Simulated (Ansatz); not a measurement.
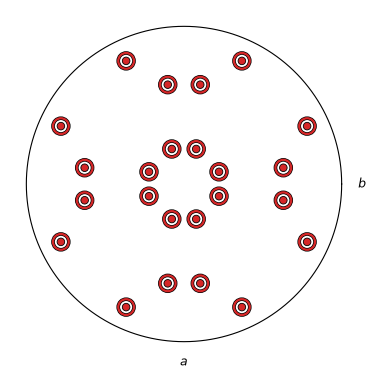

Stereographic projection: filled dots lie in the upper hemisphere, open rings in the lower. The c axis points at the viewer. The poles are all faces of one general form. Computed from the symmetry operations of a computed or model structure of composition C.

**Which point group is this?**

m-3m (Oh), order 48, cubic system: three fourfold axes, four threefold axes, six twofold axes, nine mirror planes, an inversion centre.

**Which physical properties does it allow?**

It is centrosymmetric, so neither piezoelectric nor pyroelectric; it is not chiral.
